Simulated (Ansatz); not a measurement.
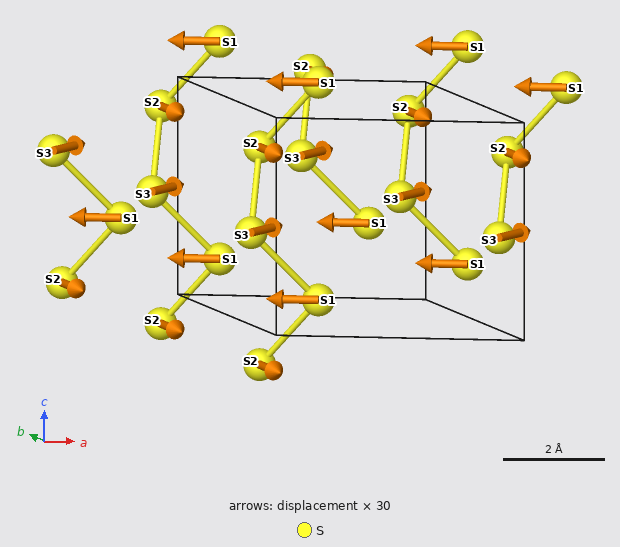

This is a relaxation of solid S (built on the Se_154 type). The starting structure is drawn; orange arrows show the displacements (the part carried along by the change of the cell is left out), 30 times their true length.

The picture is a ball-and-stick view of the cell of the calculation, repeated 1 × 2 × 1 with one cell outlined, seen slightly off an axis.

Case: Se type (P3_221, No. 154).

All numbers below come from DFT PBE, scalar-relativistic, plane waves, PAW (Ansatz 0.2.0).

Input file:
```yaml
crystal:
  lattice:
    - [4.9903318721, 0.0, 0.0]
    - [-2.4951659361, 4.3217541746, 0.0]
    - [0.0, 0.0, 4.4213788746]
  atoms:
    - { symbol: S, position: [0.1697886443, 0.0, 0.1666666667] }
    - { symbol: S, position: [0.0, 0.1697886443, 0.8333333333] }
    - { symbol: S, position: [0.8302113557, 0.8302113557, 0.5] }
basis:
  ecutwfc: 420
kpoints:
  mp_grid: { grid: [6, 6, 6] }
hamiltonian:
  xc: pbe
scf:
  occupations: { method: gaussian, width: 0.02 }
output:
  forces: true
  stress: true
  eigenvalues: true
relax:
  adjacent_minimum: "off"
  f_tol: 0.01
  max_steps: 80
  cell: { stress_tol: 0.05 }
```

What happened in the run?

After 5 accepted moves (6 points after the start) the energy has fallen by 1.2 meV per atom. The largest force component goes from 0.023 to 0.00063 eV/Å. Pressure: 0.07 GPa at the start and 0.01 GPa at the end. At 1 point the geometry stayed and the basis and grid were re-selected for the new cell (energy shift of 0.1 meV per atom at most each time). The largest moves relative to the cell, 0.035 Å, are those of S1, S2 and S3. S1 goes along −a. Cell: a = b 4.990 → 5.193 Å (+4.1 %), c 4.421 → 4.419 Å (0.0 %). Volume +8.2 %. The space group stays P3_221 (No. 154).
